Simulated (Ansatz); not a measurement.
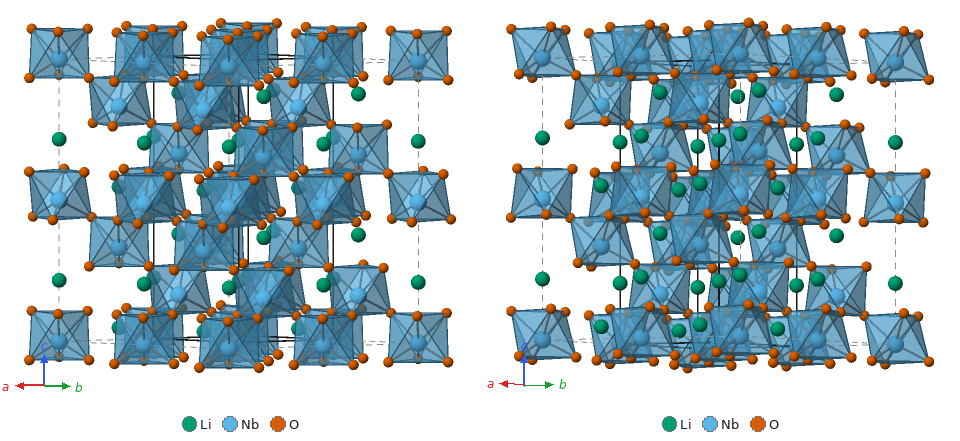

Polyhedra are drawn about Nb (bonds: Nb–O below 2.4 Å); other atoms are plain spheres. Two views of the same piece.

The compound is LiNbO₃ (space group R3c, No. 161), taken as the end point of a relaxation at fixed volume with DFT r2SCAN, scalar-relativistic, plane waves, PAW (Ansatz).

Question: What figure surrounds each Nb atom, and what does it share with the other drawn polyhedra?

Answer: Nb: NbO6 octahedron, sharing corners with six neighbours.

Question: How do these polyhedra hang together as a whole?

Answer: They form a three-dimensional framework of corner-sharing octahedra.

Question: How far apart are the centres of linked polyhedra?

Answer: Centre to centre across a shared corner: 3.69 Å.
